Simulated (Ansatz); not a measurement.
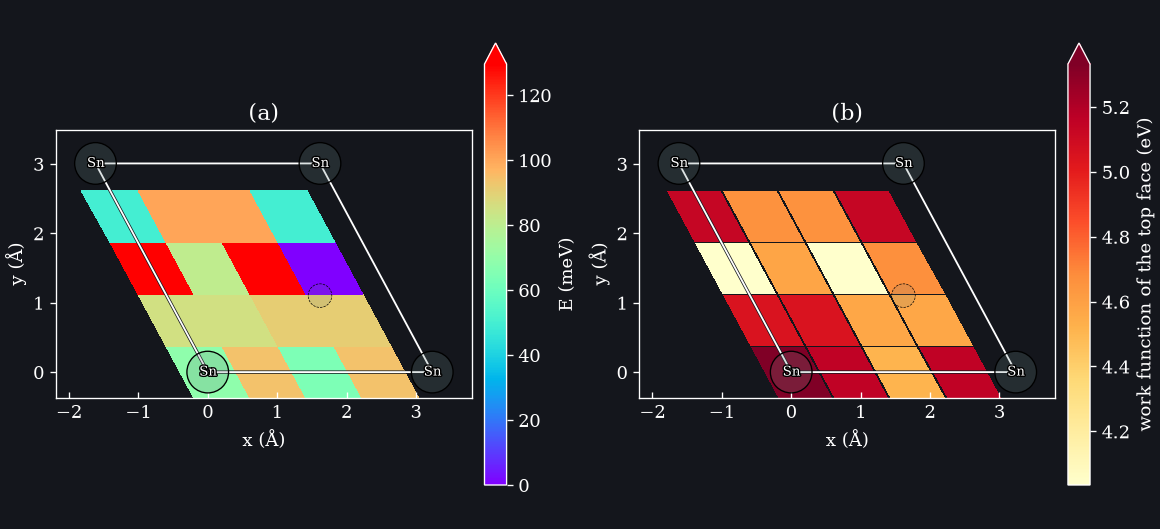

H on a Sn(101) slab cut from the I4/mmm phase (3 atoms of substrate and one adsorbate in a 1 × 1 cell). 
- One H atom a 1 × 1 cell is placed over a mesh of places on the rigid (1 0 1) surface, and only its height is relaxed.
- Places are given modulo a cell vector. The map is drawn in real space over the plane of the surface.
- Grid: 4 × 4 points.
- Energies: meV, counted from the lowest grid point.
- At some places the adsorbate sinks to or below the level of the top layer. With one adsorbate in each 1 × 1 cell, its nearest image is 3.2 Å away, so neighbouring adsorbates interact.
- Theory: Ansatz 0.2.0, DFT PBEsol, scalar-relativistic, plane waves, PAW.

Panel (a) is the energy and panel (b) the computed work function of the top face on the same grid.

Drawn: one coloured cell a grid point, labelled circles for the atoms of the top layer and small ones for the second layer, the outline of one cell of the plane, one colour for all values above the top of the scale.

Question: How does the work function of the top face vary over the map, and what is it at the lowest grid point?

Answer: It runs from 4.03 eV at a place at or below the level of the top layer, (0/4, 2/4) of the cell vectors to 5.33 eV at the top site over a surface Sn atom, (0/4, 0/4) of the cell vectors. At the lowest grid point, (3/4, 2/4) of the cell vectors [nearest 1 Sn at 1.90 Å], it is 4.67 eV.

```tsv
place along a₂ ↓, place along a₁ →	0/4	1/4	2/4	3/4
3/4	5.13	4.66	4.66	5.13
2/4	4.03	4.58	4.03	4.67
1/4	5.05	5.05	4.57	4.57
0/4	5.33	5.16	4.51	5.16
```
